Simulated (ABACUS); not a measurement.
**Au: 7 runs along one coordinate**

System: Au (Im-3m, 1 atom in the cell).
Method: Kohn-Sham DFT of a periodic cell, PBE, PseudoDojo NC SR 0.4.1 PBE standard, no spin polarisation (ABACUS 3.10.1).

The 7 runs differ only in the geometry, by an even scaling of the cell at fixed fractional positions. The structure derives from a Materials Project entry.

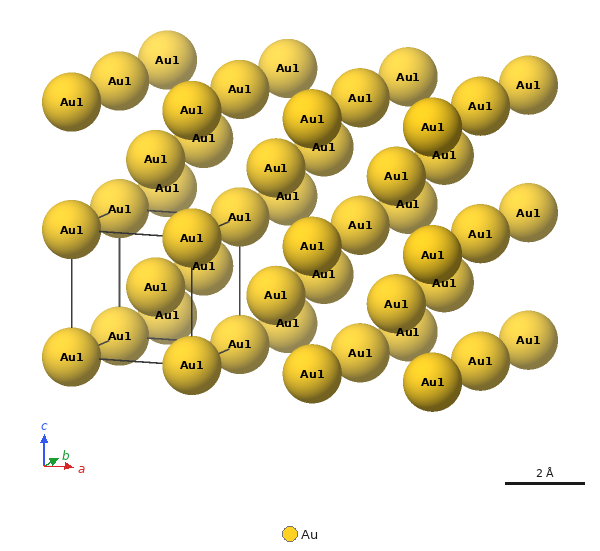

Figure 1. The structure of run 4 (spheres-only view of the cell 2 times as large as that of the calculation, set on its symmetry axes, repeated 3 × 2 × 2, seen slightly off an axis; atoms are numbered from 1 in the order of the input).

**The input of run 4**
```
INPUT_PARAMETERS
suffix              Au
calculation         scf
basis_type          pw
pseudo_dir          ./
symmetry            1
dft_functional      pbe
ecutwfc             76
pseudo_rcut         10
nspin               1
nbands              14
ks_solver           dav
smearing_method     fd
smearing_sigma      0.00367493
scf_thr             1e-08
scf_nmax            100
mixing_type         broyden
mixing_beta         0.7
cal_force           1
cal_stress          1
kpar                4
```

**File STRU of run 4**
```
ATOMIC_SPECIES
Au 196.9666 Au.upf

LATTICE_CONSTANT
1.8897261246

LATTICE_VECTORS
-1.6572690000 1.6572690000 1.6572690000
1.6572690000 -1.6572690000 1.6572690000
1.6572690000 1.6572690000 -1.6572690000

ATOMIC_POSITIONS
Direct

Au
0.0
1
0.0000000000 0.0000000000 0.0000000000 1 1 1
```

**File KPT of run 4**
```
K_POINTS
0
Gamma
11 11 11 0 0 0
```

Command:
```bash
OMP_NUM_THREADS=1 mpirun -np 4 abacus > log
```

Run 3 differs from it as follows:
```diff
--1.6572690000 1.6572690000 1.6572690000
-1.6572690000 -1.6572690000 1.6572690000
-1.6572690000 1.6572690000 -1.6572690000
+-1.6461460541 1.6461460541 1.6461460541
+1.6461460541 -1.6461460541 1.6461460541
+1.6461460541 1.6461460541 -1.6461460541
```

**Results, with one run withheld**

```tsv
run	volume per atom (Å³)	free energy per atom, from the lowest run given (meV)	pressure (GPa)
1	17.115	21.75	8.32
2	17.479	7.19	4.72
3	17.843	?	?
4	18.207	0.00	−1.16
5	18.571	5.56	−3.55
6	18.935	16.22	−5.64
7	19.299	31.33	−7.47
```

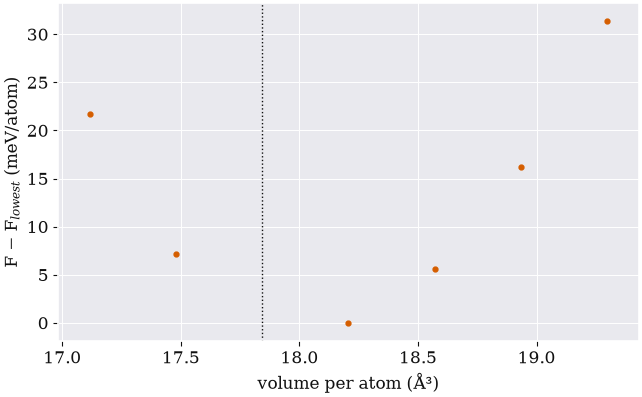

Figure 2. Free energy per atom of the runs given; the dotted line marks run 3.

Estimate the energy of run 3 from the others.

A cubic polynomial in V^(−2/3) (the Birch–Murnaghan form), fitted to the 6 runs given, misses them by under 0.01 meV per atom. With x = V^(−2/3) − 0.14431 Å⁻², it reads F = 0.28317 − 1732.7 x + 7.9495e+05 x² + 4.6019e+06 x³ (meV per atom). At run 3 it gives 0.26 meV per atom, and the run itself gives 0.26. The slope of the fit gives a pressure −dF/dV of 1.52 GPa there, and the run prints 1.59 GPa. The two needn't agree exactly: the fit is approximate, and the printed stress is taken on a finite basis. The fit has its minimum at 18.038 Å³ per atom, where V d²F/dV² gives 135 GPa: the bulk modulus at this level, since symmetry fixes the shape and the positions.

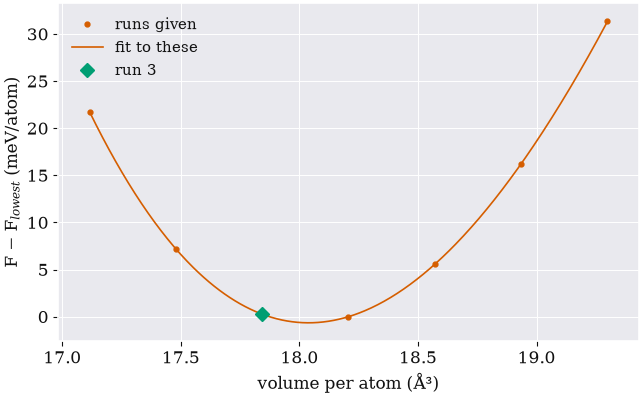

Figure 3. The fit and the withheld run.

**Some lines of the output (run 3)**
```
[...]
                          Volume (Bohr^3) = 120.41
                             Volume (A^3) = 17.8429
 E_Fermi        1.4622644289         19.8951282155
 E_Fermi        1.4056450075         19.1247814674
 E_Fermi        1.4230176271         19.3611480832
 E_Fermi        1.4208730147         19.3319691338
 E_Fermi        1.4206968259         19.3295719628
 E_KS(sigma->0) -296.3971905678      -4032.6906629134
 E_Fermi        1.4207685031         19.3305471805
 final etot is -4032.6936535 eV
 EFERMI = 19.330547181 eV
 TOTAL-PRESSURE: 15.853299 KBAR
 !FINAL_ETOT_IS -4032.6936535144636764 eV
```

Notes: Spin–orbit coupling is left out, which matters for Au.
